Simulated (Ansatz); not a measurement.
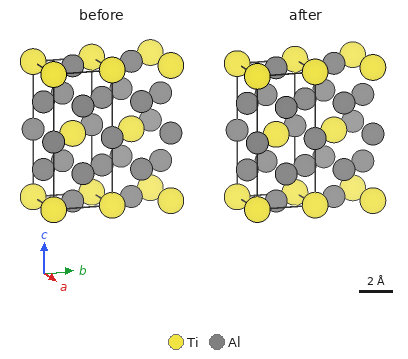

The structure of crystalline TiAl$_{3}$ (set up in I4/mmm) before (left) and after (right) a relaxation, at one scale.

The picture is a spheres-only view of the conventional cell (2 times the calculation's cell), repeated 1 × 2 × 1 with one cell outlined, seen slightly off an axis. Lengths and directions refer to the drawn axes.

Case: relaxed at 5 GPa.

Method: Ansatz 0.2.0, DFT PBE, scalar-relativistic, plane waves, PAW. Settings: plane-wave cutoff 420 eV; k-point mesh 16 × 16 × 16; occupations fermi dirac; smearing width 0.15 eV; target pressure 5 GPa; no spin polarisation; cell and atoms relaxed; force threshold 0.001 eV/Å; at most 60 steps.

Summarise the run.

Answer. No atom moves by more than 0.005 Å relative to the cell. Cell: a = b 3.852 → 3.798 Å (−1.4 %), c 8.602 → 8.473 Å (−1.5 %). Volume −4.3 %. Some distances before and after: Al–Al 2.887 → 2.845 Å, Al–Ti 2.887 → 2.845 Å, Al–Ti 2.724 → 2.686 Å, Al–Al 2.724 → 2.686 Å. The space group stays I4/mmm (No. 139). Over 4 accepted moves (6 points after the start) the energy rises by 10.2 meV per atom. With the target pressure of 5 GPa, the enthalpy E + pV changes by −11.0 meV per atom. All forces vanish by symmetry, so only the cell relaxes. The pressure goes from 0.00 to 5.00 GPa. At 2 points the geometry stayed and the basis and grid were re-selected for the new cell (energy shift of 0.2 meV per atom at most each time). Cost: 91 s on 1 thread of Intel(R) Xeon(R) Platinum 8488C (Sapphire Rapids), on a shared host, peak memory 0.68 GiB.
